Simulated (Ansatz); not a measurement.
## Vibrations of species on the Si face of 3C-SiC(111)

Aim: bond lengths and vibrational modes of species bound on the Si face of 3C-SiC(111).

Method: DFT PBE, scalar-relativistic, plane waves, PAW; PAW set soft_1, in Ansatz 0.2.0.

## 1. The bulk crystal behind the slab

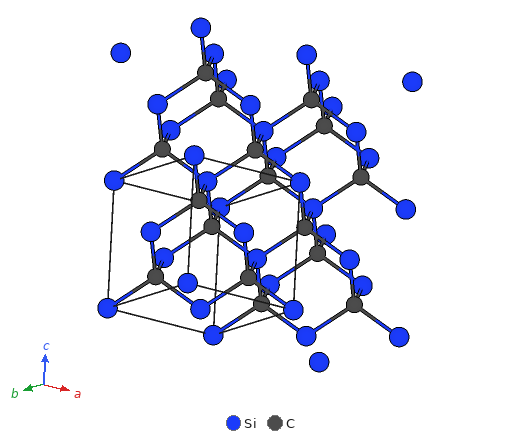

The cell as given, from a free direction (silicon blue, carbon dark grey). 2×1×2 cells are drawn. This picture shows the conventional cell, with its axes. Bonds to atoms that aren't drawn are left out. Some periodic images of atoms are drawn too.

Coordinates:

```cif
data_structure
_symmetry_space_group_name_H-M 'F-43m'
_symmetry_Int_Tables_number 216
_cell_length_a 4.3700
_cell_length_b 4.3700
_cell_length_c 4.3700
_cell_angle_alpha 90.000
_cell_angle_beta 90.000
_cell_angle_gamma 90.000
_cell_volume 83.45
loop_
_atom_site_label
_atom_site_type_symbol
_atom_site_symmetry_multiplicity
_atom_site_Wyckoff_symbol
_atom_site_fract_x
_atom_site_fract_y
_atom_site_fract_z
_atom_site_occupancy
Si1 Si 4 a 0.00000 0.00000 0.00000 1
C1 C 4 d 0.25000 0.25000 0.75000 1
```

## 2. Relaxation of the host

The host crystal is relaxed at the same level, and its volume sets the scale of the cells that follow.

Input file input.yaml:

```yaml
crystal:
  lattice:
    - [0.0, 2.185, 2.185]
    - [2.185, 0.0, 2.185]
    - [2.185, 2.185, 0.0]
  atoms:
    - { symbol: Si, position: [0.0, 0.0, 0.0] }
    - { symbol: C, position: [0.25, 0.25, 0.25] }
kpoints:
  mp_grid: { grid: [12, 12, 12] }
hamiltonian:
  xc: pbe
  pseudopotentials: { kind: paw, azcp: { folder: soft_1 } }
scf:
  occupations: { method: gaussian, width: 0.02 }
output:
  forces: true
  stress: true
  eigenvalues: true
relax:
  adjacent_minimum: "off"
  f_tol: 0.002
  max_steps: 60
  cell: { stress_tol: 0.02 }
```

Started as:

```bash
ansatz run input.yaml --threads 8 --pin off --max-ram 20480MiB --backend cpu --events-out ev --progress --plain --runs-dir out
```

Numbers of over 12 decimals in the logs are rounded to 6 here.

The program printed:

```text
The last accepted step is kept in <dir> (removed where the run ends without a failure and the disk answers)
Engine: ansatz 0.2.0, x86_64-unknown-linux-gnu
Pseudopotentials: kind: paw
Pseudopotential: Si, paw, valence charge 4, recommended cutoff 420 eV (normal), soft_1/Si.paw.azcp
Pseudopotential: C, paw, valence charge 4, recommended cutoff 420 eV (normal), soft_1/C.paw.azcp
Functional definition: PBE
[...]
--- Relaxed structure (3 steps of the walk, 3 accepted, 1 SCFs on fresh bases) ---
  F+E_penalty+E_count = -887.16294756 eV   max|allowed force component| = 3.053e-16 eV/Å   (the final SCF, on the basis selected at the relaxed cell)
  cell:  # Å, volume = 21.0011 Å³
    - [0, 2.189797, 2.189797]
    - [2.189797, 0, 2.189797]
    - [2.189797, 2.189797, 0]
  atoms:
    - { symbol: Si, position: [0, 0, 0] }
    - { symbol: C, position: [0.25, 0.25, 0.25] }
[key lines of the parts left out:]
SCF converged after 5 iterations
Free energy (F): -887.162948 eV
Fermi energy:    9.982215 eV
P = ⅓ Tr σ = 0.0171 GPa (0.171 kbar)
```

Run time: 2.4 s. Hardware: 8 threads of Intel Xeon at 2.70GHz, shared host; peak memory 0.34 GiB.

The steps of the relaxation:

| step | energy less that of the first step (eV) | largest force component (eV/Å) | pressure (GPa) | volume (Å³) |
| --- | --- | --- | --- | --- |
| 1 | 0.0000 | 0.0000 | 1.44 | 20.86 |
| 2 | -0.0004 | 0.0000 | 0.67 | 20.94 |
| 3 | -0.0005 | 0.0000 | 0.01 | 21.00 |
| 4* | -0.0006 | 0.0000 | 0.02 | 21.00 |

Relaxation steps marked * repeat the geometry before them on a plane-wave basis chosen anew for their cell, so energy and pressure can jump there.

Forces are held to the 24 operations that the run works with; a distortion that breaks them can't arise in this run.

| conventional cell, symmetrised | before | after | change |
| --- | --- | --- | --- |
| a (Å) | 4.370 | 4.380 | +0.2 % |
| b (Å) | 4.370 | 4.380 | +0.2 % |
| c (Å) | 4.370 | 4.380 | +0.2 % |
| volume (Å³/atom) | 10.43 | 10.50 | +0.7 % |

The relaxed structure:

```xyz
2
Lattice="0.0000 2.1898 2.1898 2.1898 0.0000 2.1898 2.1898 2.1898 0.0000" Properties=species:S:1:pos:R:3 pbc="T T T"
Si    0.0000    0.0000    0.0000
C     1.0949    1.0949    1.0949
```

Numbers from this step:

```yaml
pressure: 0.01706 GPa
gap_on_the_k_mesh: 1.373 eV
volume_per_atom: 10.50 Å³
```

The forces vanish by symmetry.

## 3. Letting the atoms settle: NH2

The slab carries NH2. Its plane takes the lattice constant of the bulk relaxed at this level. The lowest layers and the H atoms that close the back face are held, and the other atoms relax. The program lengthens the typed cell of 29.1 Å along the normal to 52.0 Å, as its cut-off of the electrostatics needs, and moves no atom.

System of this step: NH2 on the Si face of 3C-SiC(111). The cell holds 14 atoms: 5 C, 5 Si, 3 H and 1 N. Its edges and angles: a = 3.097 Å, b = 3.097 Å, c = 52.028 Å, α = 90.0°, β = 90.0°, γ = 120.0°. It derives from SiC. Vacuum lies along c.

Input file input.yaml:

```yaml
crystal:
  lattice:
    - [3.0968445568, 0.0, 0.0]
    - [-1.5484222784, 2.6819455976, 0.0]
    - [0.0, 0.0, 29.1466944822]
  atoms:
    - { symbol: C, position: [0.0, 0.0, 0.295707] }
    - { symbol: Si, position: [0.333333, 0.666667, 0.317395] }
    - { symbol: C, position: [0.333333, 0.666667, 0.38246] }
    - { symbol: Si, position: [0.666667, 0.333333, 0.404148] }
    - { symbol: C, position: [0.666667, 0.333333, 0.469213] }
    - { symbol: Si, position: [0.0, 0.0, 0.490901] }
    - { symbol: C, position: [0.0, 0.0, 0.555966] }
    - { symbol: Si, position: [0.333333, 0.666667, 0.577654] }
    - { symbol: C, position: [0.333333, 0.666667, 0.642719] }
    - { symbol: Si, position: [0.666667, 0.333333, 0.664407] }
    - { symbol: H, position: [0.0, 0.0, 0.257884] }
    - { symbol: "N", position: [0.666667, 0.333333, 0.727674] }
    - { symbol: H, position: [0.963913, 0.631543, 0.742116] }
    - { symbol: H, position: [0.665703, 0.035124, 0.742116] }
  periodic: [true, true, false]
kpoints:
  mp_grid: { grid: [10, 10, 1] }
hamiltonian:
  xc: pbe
  pseudopotentials: { kind: paw, azcp: { folder: soft_1 } }
scf:
  occupations: { method: gaussian, width: 0.03 }
output:
  forces: true
  eigenvalues: true
relax:
  adjacent_minimum: "off"
  f_tol: 0.003
  max_steps: 120
  constraints: [{ sites: [0, 1, 10] }]
```

The program printed:

```text
Warning: crystal.periodic: the lattice vector that does not repeat stood 0.000° off the slab's normal, 29.147 Å along it as the deck builds it. The run solves the slab on a vector along the normal, 52.028 Å long, with every atom where it was (on the deck's vector they left 15.03 Å outside them, and the widest stretch free of ions among them is 1.90 Å). A fractional position that the run reports is one of the run's ce [...]
[...]
crystal.periodic: the lattice vector that does not repeat stood 0.000° off the slab's normal, 29.147 Å along it as the deck builds it. The run solves the slab on a vector along the normal, 52.028 Å long, with every atom where it was (on the deck's vector they left 15.03 Å outside them, and the widest stretch free of ions among them is 1.90 Å). A fractional position that the run reports is one of the run's cell, which [...]
[...]
Crystal: 14 atoms, lattice volume = 432.118 Å³
Basis set: ecut = 420 eV, 8417 PW (Γ), exchange–correlation on 48×48×720 points (8 copies of the dense FFT grid, shifted against one another)
Bands: 38, of which v1, the nominal top of the filled ones, is band 24 counted from 1 (23 counted from 0)
Symmetry: 1 space group operations
[...]
k-points: 52 of 100 (time reversal used)
[...]
SCF iter   1: F=—  HF=-4880.064434 eV  |F-HF|=—  |Δ(HF+E_count)|=         —  Δρ=8.34e-2  dr2=3.68e1  ethr=3.10e-3  ⟨swp⟩=12.7  Hψ=17300  notcnv=0  defer=41
[...]
SCF iter  13: F=-4868.520485 eV  HF=-4868.520485 eV  |F-HF|=2.35e-10  |Δ(HF+E_count)|=   1.63e-9  Δρ=4.10e-7  dr2=7.73e-10  ethr=2.58e-11  ⟨swp⟩=3.8  Hψ=7754  notcnv=0
SCF 1 converged in 13 iterations: F = -4868.520485 eV  dr2 = 7.73e-10
[...]
relax step   1: F+E_penalty+E_count = -4868.52048507 eV  Δ(F+E_penalty+E_count) = +0.000e0 eV  max|allowed force component| = 1.471e0 eV/Å  Δτ_max = 0.0000 Å  (13 SCF iters, dr2 threshold 2.25e-7 eV, accepted)
[...]
SCF iter   5: F=-4868.610104 eV  HF=-4868.610175 eV  |F-HF|=7.09e-5  |Δ(HF+E_count)|=   9.09e-5  Δρ=7.68e-5  dr2=9.06e-5  ethr=2.08e-7  ⟨swp⟩=26.0  Hψ=18336  notcnv=0
SCF 2 converged in 5 iterations: F = -4868.610104 eV  dr2 = 9.06e-5
[...]
relax step   2: F+E_penalty+E_count = -4868.61010422 eV  Δ(F+E_penalty+E_count) = -8.962e-2 eV  max|allowed force component| = 7.598e-1 eV/Å  Δτ_max = 0.1464 Å  (5 SCF iters, dr2 threshold 1.00e-4 eV, accepted)
SCF iter   1: F=—  HF=-4868.636798 eV  |F-HF|=—  |Δ(HF+E_count)|=         —  Δρ=3.53e-3  dr2=4.53e-2  ethr=5.77e-4  ⟨swp⟩=3.8  Hψ=4783  notcnv=0  defer=388
[...]
SCF iter   6: F=-4868.624765 eV  HF=-4868.624767 eV  |F-HF|=1.99e-6  |Δ(HF+E_count)|=   2.02e-6  Δρ=2.33e-5  dr2=3.74e-6  ethr=7.52e-8  ⟨swp⟩=25.8  Hψ=17925  notcnv=0
SCF 3 converged in 6 iterations: F = -4868.624765 eV  dr2 = 3.74e-6
[...]
relax step   3: F+E_penalty+E_count = -4868.62476531 eV  Δ(F+E_penalty+E_count) = -1.466e-2 eV  max|allowed force component| = 9.011e-2 eV/Å  Δτ_max = 0.0486 Å  (6 SCF iters, dr2 threshold 3.61e-5 eV, accepted)
[...]
relax step   4: F+E_penalty+E_count = -4868.62563447 eV  Δ(F+E_penalty+E_count) = -8.692e-4 eV  max|allowed force component| = 5.155e-2 eV/Å  Δτ_max = 0.0174 Å  (8 SCF iters, dr2 threshold 5.07e-7 eV, accepted)
[...]
relax step   5: F+E_penalty+E_count = -4868.62589764 eV  Δ(F+E_penalty+E_count) = -2.632e-4 eV  max|allowed force component| = 2.800e-2 eV/Å  Δτ_max = 0.0179 Å  (8 SCF iters, dr2 threshold 1.66e-7 eV, accepted)
[...]
relax step   6: F+E_penalty+E_count = -4868.62600120 eV  Δ(F+E_penalty+E_count) = -1.036e-4 eV  max|allowed force component| = 4.529e-3 eV/Å  Δτ_max = 0.0060 Å  (7 SCF iters, dr2 threshold 2.31e-7 eV, accepted)
SCF iter   1: F=—  HF=-4868.625930 eV  |F-HF|=—  |Δ(HF+E_count)|=         —  Δρ=1.35e-4  dr2=3.20e-5  ethr=6.41e-7  ⟨swp⟩=2.4  Hψ=4268  notcnv=0  defer=109
[...]
SCF iter   8: F=-4868.626005 eV  HF=-4868.626005 eV  |F-HF|=1.46e-11  |Δ(HF+E_count)|=  1.82e-12  Δρ=5.88e-8  dr2=2.61e-11  ethr=1.00e-12  ⟨swp⟩=3.2  Hψ=6401  notcnv=0
SCF 7 converged in 8 iterations: F = -4868.626005 eV  dr2 = 2.61e-11
relax step   7: F+E_penalty+E_count = -4868.62600529 eV  Δ(F+E_penalty+E_count) = -4.090e-6 eV  max|allowed force component| = 8.817e-4 eV/Å  Δτ_max = 0.0027 Å  (8 SCF iters, accepted)
SCF converged after 8 iterations
Free energy (F): -4868.626005 eV
[...]
Internal energy: -4868.626005 eV  (E = F + TS)
E sigma→0 (E₀):  -4868.626005 eV
Fermi energy:    -3.591243 eV
[...]
--- Forces (eV/Å), atoms counted from 1 ---
  atom   1  C     -0.00004527    -0.00008537     0.68733634
  atom   2  Si     0.00019441     0.00084421    -0.66503355
  atom   3  C     -0.00006904    -0.00010217     0.00032866
  atom   4  Si    -0.00002951    -0.00003096    -0.00040316
  atom   5  C     -0.00000609    -0.00003315     0.00048443
  atom   6  Si    -0.00003871    -0.00003596    -0.00046369
  atom   7  C      0.00002530    -0.00005927     0.00023467
  atom   8  Si    -0.00018760    -0.00019189     0.00020509
  atom   9  C     -0.00015447     0.00012683    -0.00045182
  atom  10  Si     0.00004373    -0.00008626     0.00028456
  atom  11  H      0.00003056     0.00014301    -0.02244459
  atom  12  N     -0.00013219     0.00027396    -0.00088174
  atom  13  H      0.00044168    -0.00019807     0.00010453
  atom  14  H     -0.00007055    -0.00055253     0.00069485
  max |Σ_I F_I| component: 1.24e-5 eV/Å
--- Band table (eV; the first three rows and the last of 52) ---
  k-point 0: bands = [... 20 lower, -4.7056, -4.5515, -4.4554, -4.4492, -1.0183 (-1.0186°), -0.5072 (-0.5073°), 0.0678, 0.5691, ... 10 higher]
  k-point 1: bands = [... 20 lower, -5.0714, -4.9422, -4.6242, -4.5359, -0.8406 (-0.8408°), -0.3091 (-0.3092°), 0.2699, 0.7883, ... 10 higher]
  k-point 2: bands = [... 20 lower, -5.4033, -5.2891, -4.9250, -4.7281, -0.3574 (-0.3575°), -0.1380 (-0.1380°), 0.1368 (0.1367°), 0.3150 (0.3148°), ... 10 higher]
  k-point 51: bands = [... 20 lower, -6.3769, -6.0536, -5.7536, -5.6254, -2.7237, -1.8032, -0.7278, 0.1208, ... 10 higher]
  ° read free of the cell's end (the report's vacuum.weakly_bound_levels)
--- Relaxed structure (7 steps of the walk, 7 accepted, 0 SCFs on fresh bases) ---
  F+E_penalty+E_count = -4868.62600529 eV   max|allowed force component| = 8.817e-4 eV/Å
  cell:  # Å, volume = 432.1182 Å³
    - [3.0968445568, 0.0, 0.0]
    - [-1.5484222784, 2.6819455976, 0.0]
    - [0.0, -0.0, 52.027524]
  atoms:
    - { symbol: C, position: [0.0, 0.0, 0.165660] }
    - { symbol: Si, position: [0.333333, 0.666667, 0.177810] }
    - { symbol: C, position: [0.333397, 0.666764, 0.214198] }
    - { symbol: Si, position: [0.666737, 0.333443, 0.226352] }
    - { symbol: C, position: [0.666753, 0.333495, 0.262797] }
    - { symbol: Si, position: [8.09683438877318e-5, 0.00016013, 0.274949] }
    - { symbol: C, position: [-3.533431390690657e-5, 0.000221253, 0.311398] }
    - { symbol: Si, position: [0.333186, 0.666903, 0.323550] }
    - { symbol: C, position: [0.330472, 0.663732, 0.360055] }
    - { symbol: Si, position: [0.661639, 0.327332, 0.371947] }
    - { symbol: H, position: [0.0, 0.0, 0.144471] }
    - { symbol: N, position: [0.628934, 0.299244, 0.405785] }
    - { symbol: H, position: [0.928355, 0.597129, 0.414120] }
    - { symbol: H, position: [0.636564, -0.00627093, 0.412522] }
```

Elapsed: 2 min, on 8 threads; peak memory 1.5 GiB; 15 min of CPU time.

The steps of the relaxation:

| step | energy less that of the first step (eV) | largest force component (eV/Å) |
| --- | --- | --- |
| 1 | 0.0000 | 1.4713 |
| 2 | -0.0896 | 0.7598 |
| 3 | -0.1043 | 0.0901 |
| 4 | -0.1051 | 0.0515 |
| 5 | -0.1054 | 0.0280 |
| 6 | -0.1055 | 0.0045 |
| 7 | -0.1055 | 0.0009 |

The atoms that moved most (Å):

| atom | dx | dy | dz | length |
| --- | --- | --- | --- | --- |
| H14 | -0.026 | -0.111 | -0.168 | 0.203 |
| N12 | -0.064 | -0.091 | -0.097 | 0.148 |
| H13 | -0.057 | -0.092 | -0.085 | 0.137 |
| Si10 | -0.006 | -0.016 | -0.014 | 0.022 |
| C9 | -0.004 | -0.008 | 0.000 | 0.009 |

This step gave:

- gap on the k-mesh: 1.716 eV

The largest force component left on a free atom is 0.88 meV/Å.

(Continued in part 2 of 2.)

[Logs are printed without paths, hosts, clocks, repeated set-up lines and the standing remarks that a program may print on its own settings, such as how far it seeks lower states.]

[Hosts, paths, dates, database ids (printed as entryN), source tags and the programs' standing remarks are cut or masked in the printed files.]
